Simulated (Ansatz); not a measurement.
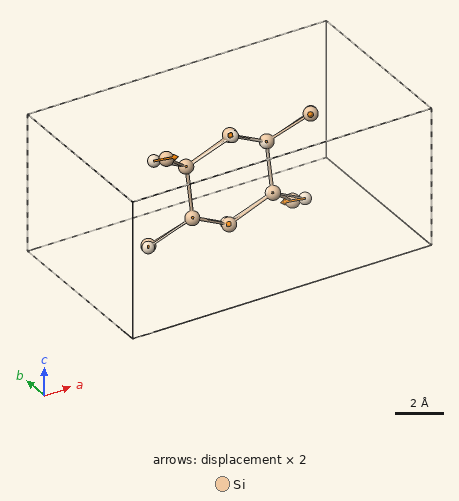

This is a relaxation of a wire of composition Si. The starting structure is drawn faded, the final one solid; orange arrows show the displacements, 2 times their true length.

A ball-and-stick model of the cell of the calculation, with the vacuum cut short, seen from a free direction.

Case: armchair ribbon, 5 formula units a period.

Level of theory: Ansatz 0.2.0, DFT PBE, scalar-relativistic, plane waves, PAW. Settings: plane-wave cutoff 420 eV; k-point mesh 1 × 1 × 8; occupations gaussian; smearing width 0.05 eV; no spin polarisation; cell relaxed at fixed a, b, alpha, beta, gamma; force threshold 0.02 eV/Å; at most 45 steps.

Q: What happened in the run?

A: After 8 accepted moves (10 points after the start) the energy has fallen by 0.928 eV per cell of the calculation. Largest force component: 0.47 eV/Å at the start, 0.0047 eV/Å at the end. The line search rejected the trial step at point 8 of the run. The SCF was repeated once at an unchanged geometry on a basis and grid sized afresh for the cell, which shifted the energy by less than 0.05 meV per cell of the calculation at most. The largest moves relative to the centre of the atoms, 0.65 Å, are those of Si atoms. Along the periodic axis the drawn cell goes c 6.701 → 6.693 Å (−0.1 %). Some distances before and after: Si–Si 2.279 → 2.236 Å, Si–Si 2.279 → 2.319 Å, Si–Si 2.279 → 2.292 Å. Bond angles that change, for instance: Si–Si–Si 116.2° → 99.9°, Si–Si–Si 116.2° → 105.1°, Si–Si–Si 116.2° → 121.9°. The run took 58 s on 4 threads of Arm Neoverse V1, with other jobs on the host, peak memory 1.5 GiB.
